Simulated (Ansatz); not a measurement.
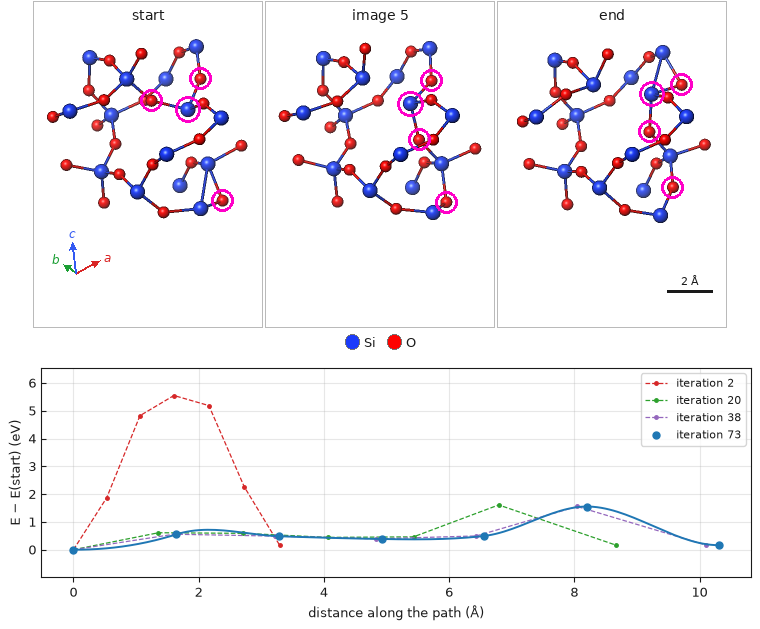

NEB run on SiO₂ with an O vacancy (35 atoms in the cell, charge -2). Images are numbered from 0 (start) to 6 (end). The plot follows the band through its iterations. A ball-and-stick model of the atoms within 4.7 Å of the middle of the path, seen slightly off an axis. The atoms that move most are ringed. Bonds to atoms that aren't drawn are left out.

Level of theory: Ansatz, DFT PBE-D3(BJ), scalar-relativistic, plane waves, PAW. Settings: plane-wave cutoff 420 eV; k-point mesh 2 × 2 × 2; Gaussian smearing 0.02 eV; 5 movable images; climbing image; force threshold 0.03 eV/Å; iteration limit 80; starting path by straight interpolation.

> Did the band converge, and can the barrier be trusted?

The run is converged, with reservations. The band converged in 73 iterations. The climbing image converged on the top of the path. A check of its curvatures didn't confirm a first-order saddle. The first iteration put the highest image at 18.89 eV. The energy climbs by 1.55 eV to image 5 and then falls by 1.39 eV, so the end point sits at +0.16 eV. The profile has 2 maxima (images 1, 5) with a dip at image 3 (+0.39 eV), so the process runs in steps.

Limits of the set-up: the periodic images lie only 7.4 Å apart, so the values are limited by the cell's size; the cell is charged, on a uniform background, and energies carry no finite-size correction.

The run took 30 min on 4 threads of AMD EPYC 9R45 96-Core Processor (Zen 5), with other jobs on the host, peak memory 3.7 GiB.

PAW datasets: the set soft_1.
